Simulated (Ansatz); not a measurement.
```xyz
12
Lattice="3.8985 0.0000 0.0000 0.0000 11.6900 0.0000 0.0000 0.0000 5.5109" Properties=species:S:1:pos:R:3 pbc="T T T"
Si    0.0000    3.8909    0.0000
Si    1.9492    9.7359    2.7555
Si    0.0000    1.9799    1.3993
Si    1.9492    7.8250    4.1548
Si    0.0000    7.7991    0.0000
Si    1.9492    1.9541    2.7555
Si    0.0000    9.7101    1.3993
Si    1.9492    3.8651    4.1548
Si    0.0000    5.8450    1.3351
Si    1.9492    0.0000    4.0906
Ge    0.0000    0.0000    5.5104
Ge    1.9492    5.8450    2.7549
```

Space group Imm2; a generated structure, not necessarily the stable one.

Method: DFT PBE, scalar-relativistic, plane waves, PAW (Ansatz).

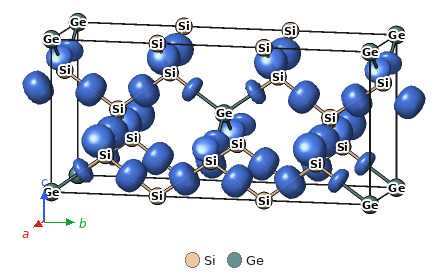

Si$_{5}$Ge. Isosurface of the ELF at 0.85 (blue), seen slightly off an axis. Core shells and regions of very low density are left out. Sticks mark near contacts.

Core electrons are frozen (PAW), and the valence fields are smoothed inside the atomic spheres.

Question: Identify the bonds, lone pairs and shells in this picture.

Answer: At this value the surface marks out eight regions between bonded Ge–Si atoms (shared pairs) and 16 regions between bonded Si–Si atoms (shared pairs), counted in one cell of 12 atoms. Any copies at cell faces, edges or corners count once. Profiles from the grid: Si–Si (2.37 Å): the ELF peaks at about 0.95 between the atoms: a shared electron pair. Si–Ge (2.41 Å): the ELF peaks at about 0.95 between the atoms; localised, covalent bonding.

Question: Does the calculation make it a metal, or give it a gap?

Answer: It is gapped, with a Kohn–Sham gap of 0.58 eV on the k-point mesh (the band edges may lie off the mesh, which would make the gap smaller).
